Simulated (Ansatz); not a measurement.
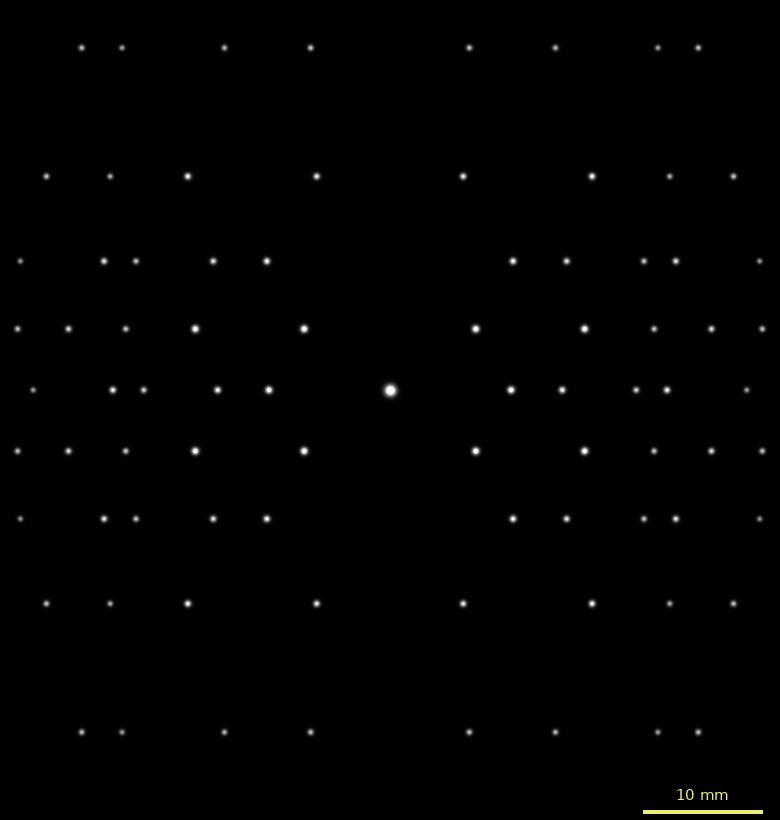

Simulated X-ray rotation photograph: Mo Kα radiation (λ = 0.7107 Å), cylindrical film of radius 28.65 mm unrolled, rotation axis vertical and normal to the beam, kinematic intensities without Lorentz or polarisation factors, the film spanning ±63° about the beam; spots down to d = 0.67 Å.

**What lattice repeat along the rotation axis do the layer lines give?**

The first layer line lies 5.2 mm from the equator, so tan ν = 0.180, sin ν = 0.178 and the period is λ/sin ν = 4.00 Å. Further lines follow at 10.9, 18.0, 28.9 mm.

The crystal is Mo, space group Fm-3m (No. 225), a = 4.00 Å. Structure: the input geometry of an electronic-structure calculation (not necessarily at equilibrium); the starting structure was generated, so it need not be a known form of this composition.

**About which axis was it rotated?**

About [001] (or an equivalent direction), whose length in the conventional cell is 4.002 Å.
